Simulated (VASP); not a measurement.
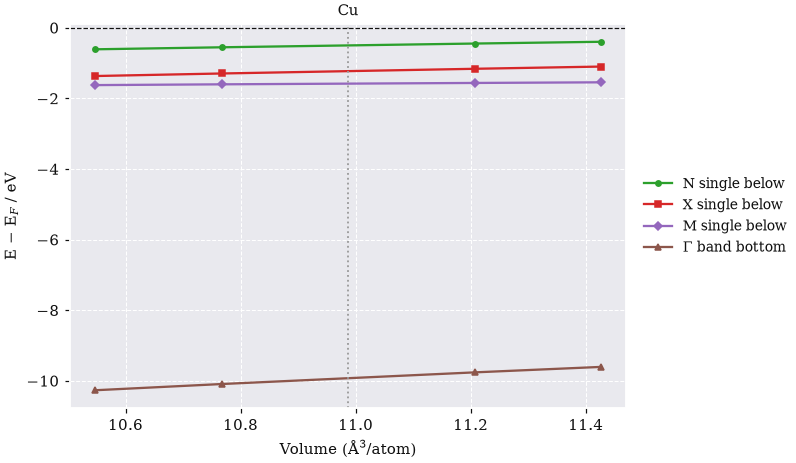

Levels at named k points against volume, from the Fermi level of each run. Each is named by its point, its degeneracy (spin aside) and its side of the Fermi level at the middle volume, where it is the nearest level on that side; the band bottom is the lowest valence level above the core-like shells. One run is left out (dotted line).

System: Cu, space group I4/mmm (No. 139), 1 atom in the primitive cell. The cell is scaled at fixed shape and fractional positions; at the middle volume, a = 2.886 Å, c = 2.638 Å (tetragonal axes). VASP 6.6.1; LDA, VASP PAW LDA potentials, release 64 (Cu), no spin polarisation, no spin-orbit coupling, 12×12×12 k mesh, 520 eV cutoff, Fermi-Dirac smearing of 0.05 eV.

| volume | N single below (eV) | X single below (eV) | M single below (eV) | Γ band bottom (eV) |
| --- | --- | --- | --- | --- |
| 10.55 Å³/atom | −0.61 | −1.37 | −1.63 | −10.27 |
| 10.77 Å³/atom | −0.56 | −1.30 | −1.60 | −10.09 |
| 11.21 Å³/atom | −0.45 | −1.16 | −1.56 | −9.76 |
| 11.43 Å³/atom | −0.40 | −1.10 | −1.55 | −9.61 |

**Estimate the levels at 10.99 Å³/atom.**

Fits against the logarithm of the volume give −0.50 eV for N single below, −1.23 eV for X single below, −1.59 eV for M single below and −9.93 eV for Γ band bottom. The run gives −0.50, −1.23, −1.58 and −9.93 eV; the largest miss is under 0.01 eV.

**How does the occupied bandwidth scale with volume?**

The Fermi level lies 10.27 eV above the band bottom at the smallest volume and 9.61 eV at the largest, a power law of about V^−0.83.

This isn't the form of Cu at room conditions, which is fcc. The k mesh is thin for a metal, so its Fermi level is uncertain. The Fermi level is that of this mesh and smearing. The pressure runs from 8 to −6 GPa along the series.
